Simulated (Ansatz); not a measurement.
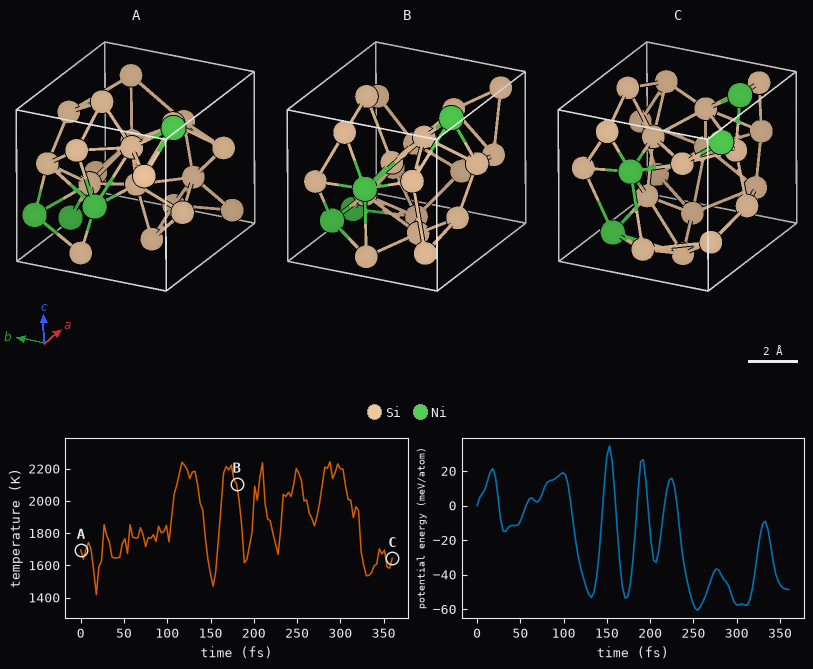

A Born-Oppenheimer molecular dynamics run of an amorphous cell of composition Si₅Ni (24 atoms in the cell), 360 fs long. It starts from the last geometry of an earlier run, with fresh velocities. Frames (A at 0 fs, B at 180 fs, C at 360 fs) and the history of the run. Style: ball-and-stick. Shown: the simulation cell, from a free direction. Atoms that leave the cell re-enter on the other side. Bonds to atoms that aren't drawn are left out.

Method: Ansatz 0.2.0, DFT PBE, scalar-relativistic, plane waves, PAW. Set-up: plane-wave cutoff 420 eV; k-point mesh 1 × 1 × 1; Fermi-Dirac smearing 0.152 eV; set temperature 1770 K; time step 3 fs.

Input file:
```yaml
crystal:
  lattice:
    - [7.161451, -0.050558, -0.027295]
    - [-0.050558, 7.136565, -0.221388]
    - [-0.027295, -0.221388, 7.06437]
  atoms:
    - { symbol: Si, position: [0.8857850837, 0.4030879187, 0.6376207543] }
    - { symbol: Si, position: [0.4612503354, 0.3673989742, 0.0572022726] }
    - { symbol: Si, position: [0.7293172874, 0.0435394297, 0.6022679657] }
    - { symbol: Si, position: [0.4454456534, 0.7729678407, 0.3525634598] }
    - { symbol: Si, position: [0.8402537596, 0.4461004246, 0.0956596332] }
    - { symbol: Si, position: [0.3140180877, 0.4111726243, 0.7206058746] }
    - { symbol: Si, position: [0.7504223993, 0.9135855457, 0.2624855382] }
    - { symbol: Si, position: [0.4778793884, 0.9306696744, 0.7789295428] }
    - { symbol: Si, position: [0.817522927, 0.7151995227, 0.9099748903] }
    - { symbol: Si, position: [0.767757047, 0.2703575539, 0.348121357] }
    - { symbol: Si, position: [0.0250585749, 0.1570127302, 0.7100874365] }
    - { symbol: Si, position: [0.9535390076, 0.1209577901, 0.076439157] }
    - { symbol: Si, position: [0.0932308661, 0.650225258, 0.752572296] }
    - { symbol: Si, position: [0.6055455475, 0.3074067508, 0.7678519952] }
    - { symbol: Si, position: [0.3916109593, 0.6563351516, 0.938642092] }
    - { symbol: Si, position: [0.3993259742, 0.1237432351, 0.3078273455] }
    - { symbol: Si, position: [0.1957579271, 0.9079163375, 0.5692869139] }
    - { symbol: Si, position: [0.453037232, 0.4654433548, 0.4031926309] }
    - { symbol: Si, position: [0.7810126049, 0.6894580394, 0.5009156948] }
    - { symbol: Si, position: [0.110526538, 0.6364505639, 0.0702069139] }
    - { symbol: Ni, position: [0.1640777811, 0.57330061, 0.3652160675] }
    - { symbol: Ni, position: [0.4898137957, 0.9293861541, 0.0760583234] }
    - { symbol: Ni, position: [0.0961657948, 0.9359404088, 0.2692557294] }
    - { symbol: Ni, position: [0.2874474038, 0.1160808591, 0.9181506748] }
  symmetry: { detect: false }
basis:
  ecutwfc: 420
  xc_grid: 1
kpoints:
  mp_grid: { grid: [1, 1, 1], shift: [0.25, 0.25, 0.25] }
hamiltonian:
  xc: pbe
scf:
  occupations: { method: fermi_dirac, width: 0.1525 }
  lower_state_search: "off"
  convergence: { dr2_threshold: 1.0e-05 }
output:
  forces: true
  stress: true
md:
  timestep: 3.0
  n_steps: 120
  ensemble: nvt_langevin
  friction: 0.005
  temperature: 1770.0
  initial_velocities: maxwell_boltzmann
  seed: 40256
```

Run as
```bash
ansatz run input.yaml --threads 2 --pin off --max-ram 5120MiB --backend cpu --events-out ev --progress --plain --runs-dir out
```

### Describe the run.

Root-mean-square distances from the starting positions over the second half, with the common drift of all atoms taken out: Si 1.38 Å, Ni 1.37 Å. That is a large part of the typical shortest distance between atoms in the first frame, about 2.2 Å and still growing: the atoms leave their places as in a liquid. Bond changes: 33 Si–Si bonds break between 39 fs and 348 fs; 34 Si–Si bonds form between 51 fs and 360 fs; 2 Si–Si contacts open and close in turn. Over the second half the temperature averages 1917 K (spread ±216 K). The potential energy in the second half lies on average 30.9 meV per atom below the first frame. The mean pressure there is 7.1 GPa.

Limits of the set-up: the periodic images lie only 7.1 Å apart, so the values are limited by the cell's size; an element that often carries a moment was run without spin polarisation.
